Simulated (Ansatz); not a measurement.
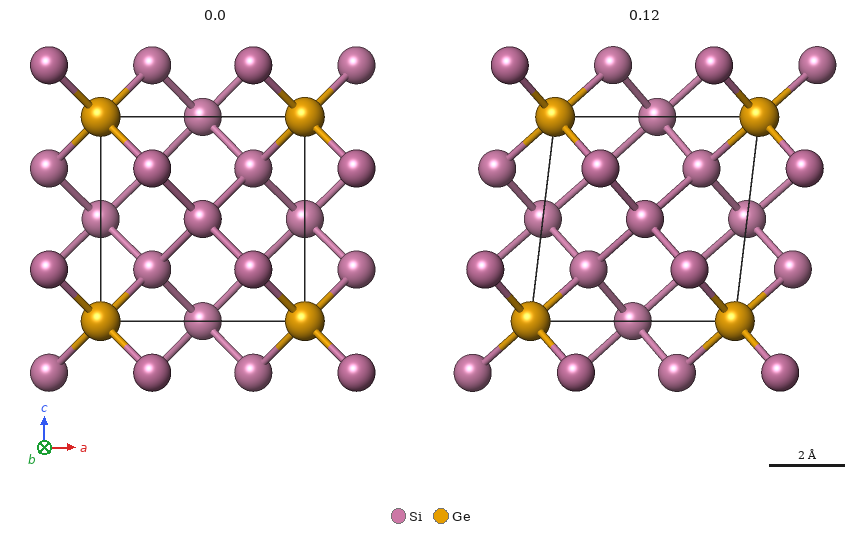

Solid Si₇Ge (set up in P-43m), under shear of c along a (cell held, atoms relaxed), with energies (extrapolated to zero smearing) counted from the relaxed crystal, which is the row at zero. The picture shows the first and the last member. The picture is a ball-and-stick view of the cell of the calculation, seen along the b axis.

Computed with Ansatz 0.2.0: DFT PBEsol, scalar-relativistic, plane waves, PAW. Set-up: plane-wave cutoff 420 eV; k-point mesh 8 × 8 × 8; occupations gaussian; smearing width 0.01 eV; no spin polarisation; atoms relaxed in a fixed cell; force threshold 0.008 eV/Å.

```csv
strain,energy (meV/atom),a (Å),c (Å)
0.0,0.00,5.459,5.459
0.02,1.84,5.459,5.460
0.04,7.35,5.459,5.464
0.06,16.42,5.459,5.469
0.08,?,?,?
0.12,62.77,5.459,5.498
```

Fill in the missing row.

Answer. A parabola through three neighbouring rows (0.04, 0.06, 0.12) gives, with Lagrange weights, (−0.5000)(7.35) + (1.3333)(16.42) + (0.1667)(62.77) = 28.68 meV/atom. The calculation gives 28.94 meV/atom (a = 5.459 Å, c = 5.477 Å). The estimate is 0.26 meV/atom too low. From the first member to the last: Ge–Si 2.388 → 2.433 Å, Si–Si 2.356 → 2.398 Å, Si–Si 2.356 → 2.325 Å.

The whole series:

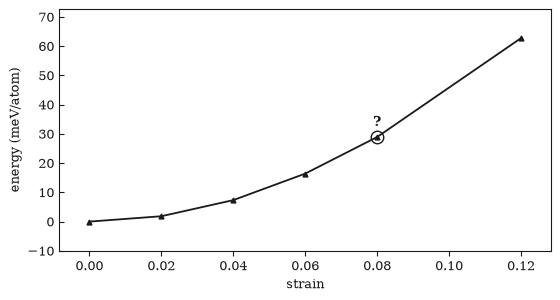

Each member starts from this one structure; whether another phase lies lower wasn't checked.
